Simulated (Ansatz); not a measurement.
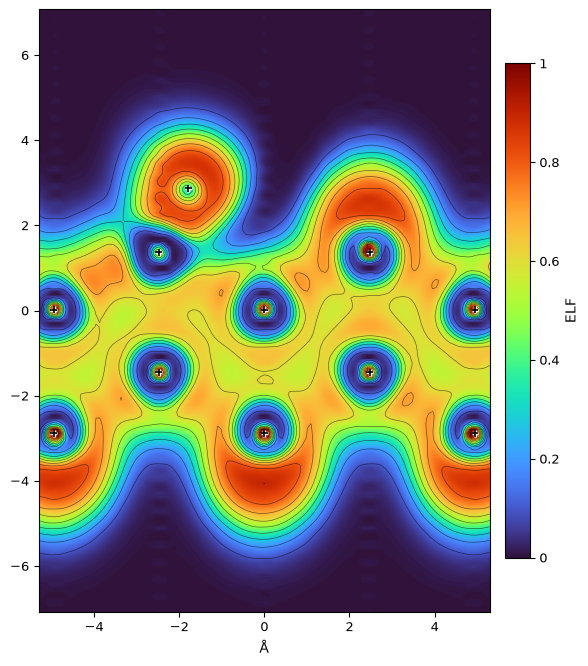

The ELF on a plane through atoms (crosses mark nuclei in the plane).

Computed with DFT PBE, scalar-relativistic, plane waves, PAW in Ansatz.

Candidates:
A. Al16O (slab), a = 5.71 Å, b = 8.08 Å, c = 19.74 Å, α = 90.00°, β = 90.00°, γ = 90.00°. A point of a scan over the structure, not its minimum; not relaxed (largest force 1.0 eV/Å); PAW files of the earlier set (soft_1).
B. SiC, a = 3.09 Å, b = 3.09 Å, c = 15.19 Å, α = 90.00°, β = 90.00°, γ = 120.00°. Space group P6₃mc; PAW files of the earlier set (soft_1).

Which system is this?

Answer. Candidate A: Al16O on the (11̄0) plane of the calculation cell, a cut from vacuum to vacuum, which holds Al and O. Al–O (1.66 Å): the ELF peaks at about 0.80 in the valence shell of O, 0.6 Å from its nucleus, and is about 0.75 at the midpoint.
